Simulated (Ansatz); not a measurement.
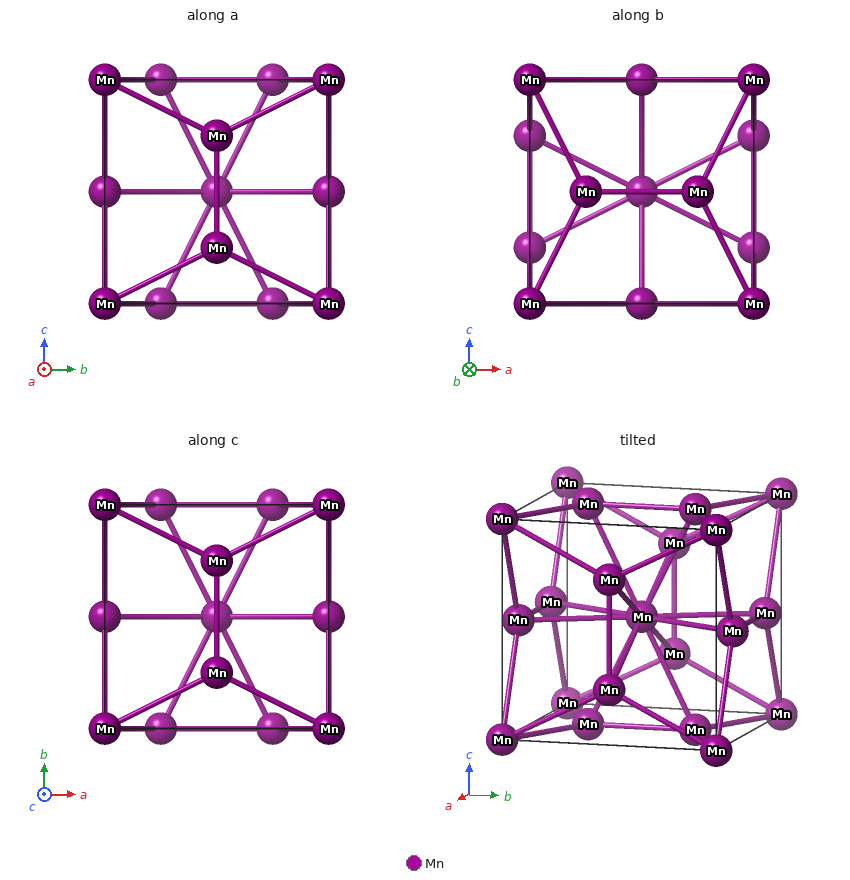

Ball-and-stick drawing of the structure, looking along the a axis, along the b axis, along the c axis and slightly off an axis. The conventional unit cell is outlined; an atom on or near a face, edge or corner is repeated at each equivalent position.

Lattice parameters: a = 4.4747 Å, b = 4.4747 Å, c = 4.4747 Å, α = 90.000°, β = 90.000°, γ = 90.000°.

Express the structure as a CIF with its space group and independent sites.

```cif
data_structure
_symmetry_space_group_name_H-M 'P m -3 n'
_symmetry_Int_Tables_number 223
_cell_length_a 4.4747
_cell_length_b 4.4747
_cell_length_c 4.4747
_cell_angle_alpha 90.000
_cell_angle_beta 90.000
_cell_angle_gamma 90.000
_cell_volume 89.59
loop_
_atom_site_label
_atom_site_type_symbol
_atom_site_symmetry_multiplicity
_atom_site_Wyckoff_symbol
_atom_site_fract_x
_atom_site_fract_y
_atom_site_fract_z
_atom_site_occupancy
Mn1 Mn 2 a 0.0000 0.0000 0.0000 1
Mn2 Mn 6 c 0.2500 0.0000 0.5000 1
```

Its origin is a structure type filled with this element by a generator (whether the element takes this form wasn't checked). This is the structure after a relaxation with DFT, BLYP, plane waves (420 eV) with PAW, scalar-relativistic (Ansatz 0.2.0).
